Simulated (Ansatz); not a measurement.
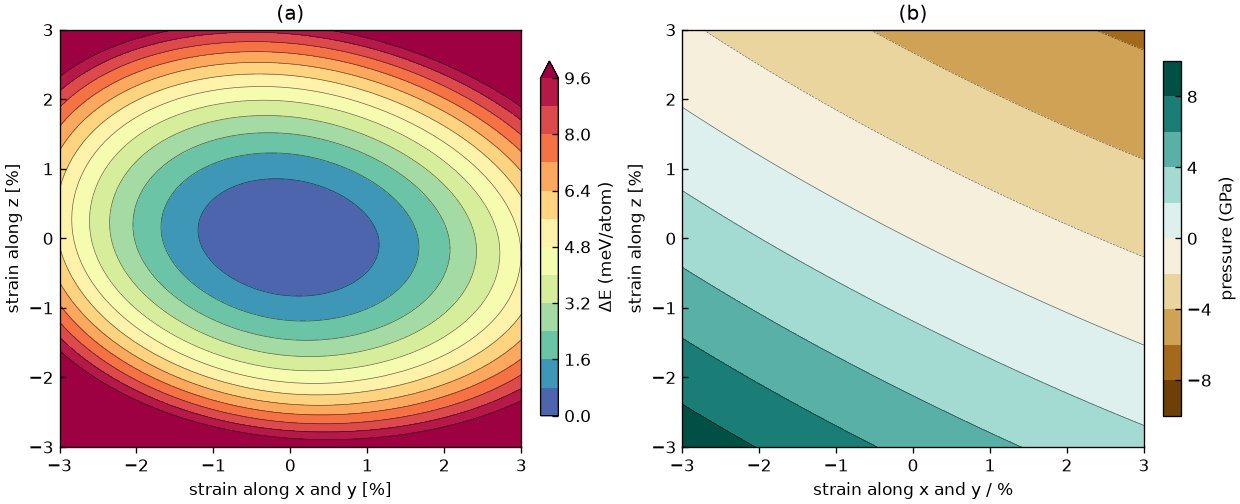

LiHF2 (R-3m, No. 166; 4 atoms in the cell). The cell is strained homogeneously, by one strain along x and y and another along z, with fractional coordinates fixed (x along [1 0 0], z along [0 0 1] of the conventional cell). Coordinates scanned: (1) strain along x and y; (2) strain along z. The grid has 5 × 5 points. Energies are in meV/atom, from the lowest grid point. The calculation used DFT LDA, scalar-relativistic, plane waves, PAW (Ansatz 0.2.0). Settings: cutoff 420 eV, k-mesh 9×9×9, gaussian smearing 0.05 eV, no spin polarisation.

Panel (a) is the energy and panel (b) the computed pressure on the same grid.

The picture shows filled contours, one colour for all values above the top of the scale. Between grid points the surface is interpolated.

### How does the pressure vary over the map, and what is it at the lowest grid point?

It runs from −6.3 GPa at strain along x and y = 3.0 %, strain along z = 3.0 % to 9.4 GPa at strain along x and y = −3.0 %, strain along z = −3.0 %. At the lowest grid point, strain along x and y = 0.0 %, strain along z = 0.0 %, it is 0.0 GPa.
